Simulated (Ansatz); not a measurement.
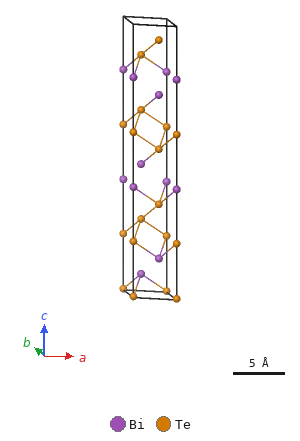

Lattice vibrations of crystalline Bi₂Te₃, space group R-3m (No. 166), at the zone centre. The picture is a ball-and-stick view of the conventional cell (3 times the calculation's cell), seen slightly off an axis. Lengths and directions refer to the drawn axes.

Theory: Ansatz 0.2.0, DFT LDA, scalar-relativistic, plane waves, PAW.

The input:
```yaml
crystal:
  lattice:
    - [2.2341749426, 1.2899015045, 9.1383899455]
    - [-2.2341749426, 1.2899015045, 9.1383899455]
    - [0.0, -2.5798030091, 9.1383899455]
  atoms:
    - { symbol: Bi, position: [0.8057408358, 0.8057408358, 0.8057408358] }
    - { symbol: Bi, position: [0.4042591641, 0.4042591641, 0.4042591641] }
    - { symbol: Te, position: [0.605, 0.605, 0.605] }
    - { symbol: Te, position: [0.2058430457, 0.2058430457, 0.2058430457] }
    - { symbol: Te, position: [0.0041569542, 0.0041569542, 0.0041569542] }
basis:
  ecutwfc: 420
kpoints:
  mp_grid: { grid: [12, 12, 12] }
hamiltonian:
  xc: lda
scf:
  occupations: { method: fermi_dirac, width: 0.15 }
output:
  eigenvalues: true
phonons:
  method: dfpt
  eigenvectors: true
```

Run as
```bash
ansatz run input.yaml --threads 4 --pin off --max-ram 12288MiB --backend cpu --events-out ev --progress --plain --runs-dir out
```

The frequencies depend somewhat on the k-mesh and the smearing.

Give the spectrum at this point.

Answer. The calculation's cell holds 5 atoms, so there are 12 optical modes, in 8 levels. The optical modes span 2E_g + 2E_u + 2A₁g + 2A₂u. One level is unstable (imaginary frequency).

```json
{"level": "1", "symmetry": "E_g", "frequency (cm⁻¹)": "39i", "activity": "Raman-active"}
{"level": "2", "symmetry": "E_u", "frequency (cm⁻¹)": "55", "activity": "infrared-active"}
{"level": "3", "symmetry": "A₁g", "frequency (cm⁻¹)": "67", "activity": "Raman-active"}
{"level": "4", "symmetry": "E_g", "frequency (cm⁻¹)": "70", "activity": "Raman-active"}
{"level": "5", "symmetry": "A₂u", "frequency (cm⁻¹)": "85", "activity": "infrared-active"}
{"level": "6", "symmetry": "A₁g", "frequency (cm⁻¹)": "90", "activity": "Raman-active"}
{"level": "7", "symmetry": "E_u", "frequency (cm⁻¹)": "104", "activity": "infrared-active"}
{"level": "8", "symmetry": "A₂u", "frequency (cm⁻¹)": "122", "activity": "infrared-active"}
```

The crystal is a metal, so free carriers screen the infrared response.

The modes drawn as arrows (one member of each degenerate set), 6 of the levels:

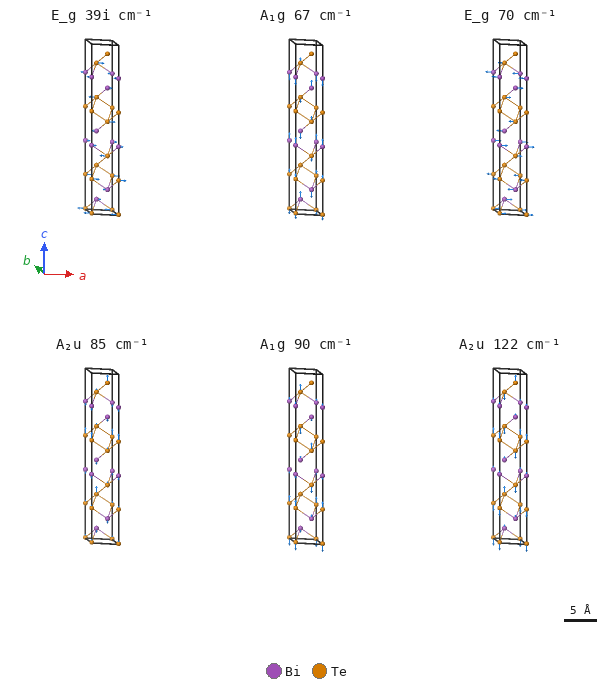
